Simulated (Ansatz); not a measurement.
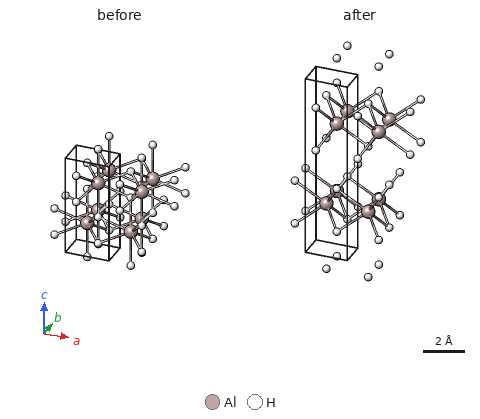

The structure of solid AlH2 (set up in P6_3/mmc) (coarse preliminary run) before (left) and after (right) a relaxation, at one scale.

The picture is a ball-and-stick view of the cell of the calculation, repeated 2 × 2 × 1 with one cell outlined, seen slightly off an axis.

Case: 4 H put on empty site 2 of 1 host cells, relaxed.

Method: DFT PBE, scalar-relativistic, plane waves, PAW (Ansatz 0.2.0).

Input file:
```yaml
crystal:
  lattice:
    - [2.8401536752, 0.0, 0.0]
    - [-1.4200768376, 2.4596452334, 0.0]
    - [0.0, 0.0, 4.7543579465]
  atoms:
    - { symbol: Al, position: [0.6666666667, 0.3333333333, 0.75] }
    - { symbol: Al, position: [0.3333333333, 0.6666666667, 0.25] }
    - { symbol: H, position: [0.3333333333, 0.6666666667, 0.6111111111] }
    - { symbol: H, position: [0.6666666667, 0.3333333333, 0.3888888889] }
    - { symbol: H, position: [0.6666666667, 0.3333333333, 0.1111111111] }
    - { symbol: H, position: [0.3333333333, 0.6666666667, 0.8888888889] }
basis:
  ecutwfc: 420
kpoints:
  mp_grid: { grid: [6, 6, 4] }
hamiltonian:
  xc: pbe
scf:
  occupations: { method: gaussian, width: 0.1 }
output:
  forces: true
  stress: true
  eigenvalues: true
relax:
  adjacent_minimum: "off"
  f_tol: 0.0325
  max_steps: 70
  cell: { stress_tol: 0.24 }
```

Run as
```bash
ansatz run input.yaml --threads 2 --pin off --max-ram 5120MiB --backend cpu --events-out ev --progress --plain --runs-dir out
```

What changed between the two?

Answer. The largest moves relative to the cell, 0.14 Å, are those of H3, H4, H5 and H6. H6 goes along −c. Al stays in place. The drawn cell changes as follows: a = b 2.840 → 2.729 Å (−3.9 %), c 4.754 → 8.757 Å (+84.2 %); the volume changes by +70.0 %. Some distances before and after: Al1–H4 1.717 → 3.300 Å, Al1–H3 1.768 → 1.910 Å. Bonds break: Al1–H4 (1.72 → 3.30 Å), Al1–H5 (1.72 → 3.30 Å), Al2–H3 (1.72 → 3.30 Å), Al2–H6 (1.72 → 3.30 Å). Bond angles that change, for instance: Al1–H3–Al1 106.9° → 91.2°, H3–Al1–H3 106.9° → 91.2°, H3–Al1–H6 124.7° → 131.3°. The space group stays P6_3/mmc (No. 194). After 24 accepted moves (27 points after the start) the energy has fallen by 581 meV per atom. The largest force component goes from 1.4 to under 0.0001 eV/Å. The pressure goes from 51.19 to −0.01 GPa. The SCF was repeated 3 times at an unchanged geometry on a basis and grid sized afresh for the cell, which shifted the energy by 58.5 meV per atom at most. Cost: 18 s on 2 threads of Intel(R) Xeon(R) Platinum 8375C CPU @ 2.90GHz (Ice Lake), with other jobs on the host, peak memory 0.39 GiB.
